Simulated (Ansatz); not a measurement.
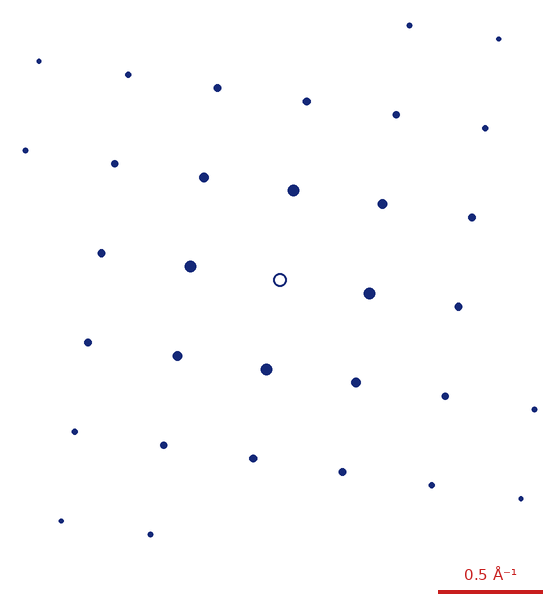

Kinematic zone-axis pattern, calculated for 300 keV electrons with B = 0.5 Å².

It belongs to Mn, space group Pm-3m (No. 221), a = 2.297 Å. Structure: the input geometry of an electronic-structure calculation (not necessarily at equilibrium); the starting structure was generated, so it need not be a known form of this composition.

| atom | site | symmetry | x | y | z |
| --- | --- | --- | --- | --- | --- |
| Mn | 1a | m-3m | 0.0000 | 0.0000 | 0.0000 |

> Determine the zone axis from the geometry of the pattern.

The spots form a square net with both shortest vectors at d = 2.30 Å, 90.0° apart. They index as 1 0 0 and 0 1 0, so the zone axis is [001] (or an equivalent direction of <001>).
